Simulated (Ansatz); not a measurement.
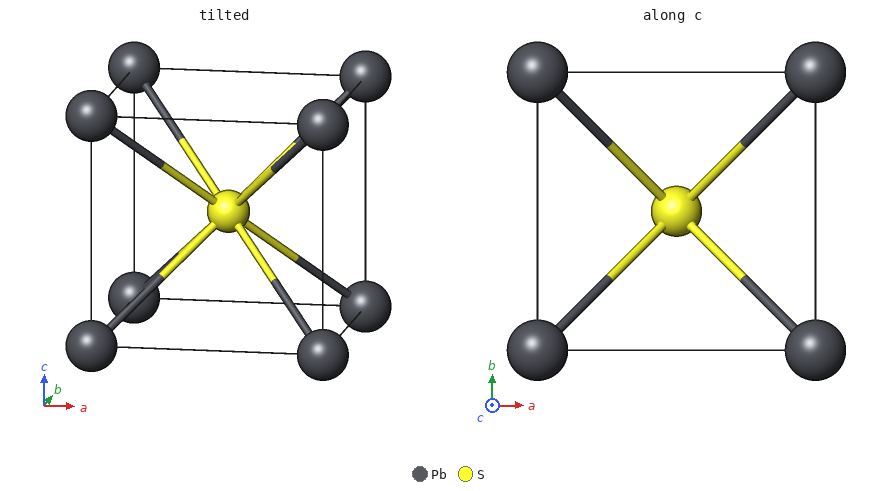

A ball-and-stick rendering, viewed slightly off an axis and along the c axis. The edges of the simulation cell are marked.

Input used:
```yaml
crystal:
  lattice:
    - [3.5563255242, 0.0, 0.0]
    - [0.0, 3.5563255242, 0.0]
    - [0.0, 0.0, 3.5563255242]
  atoms:
    - { symbol: Pb, position: [0.0, 0.0, 0.0] }
    - { symbol: S, position: [0.5, 0.5, 0.5] }
basis:
  ecutwfc: 420
kpoints:
  mp_grid: { grid: [12, 12, 12] }
hamiltonian:
  xc: pbesol
scf:
  occupations: { method: gaussian, width: 0.1 }
output:
  forces: true
  stress: true
  eigenvalues: true
```
Run as:
```sh
ansatz run input.yaml --threads 1 --pin off --max-ram 1331MiB --backend cpu --events-out ev --progress --plain --runs-dir out
```

Level of theory and settings: DFT PBEsol, scalar-relativistic, plane waves, PAW in Ansatz 0.2.0, plane waves up to 420 eV, the zone sampled with 12×12×12 points, Gaussian smearing of 0.1 eV, no spin polarisation.

**Is it conducting or gapped at this level?**

A metal: bands cross the Fermi level.

**Give the pressure and its sign.**

The computed pressure is 1.4 GPa (compressed: it would expand).

The cell started as a structure listed in the Materials Project. The cell was then strained or its atoms displaced on purpose. It was run through Ansatz as a DFT input.
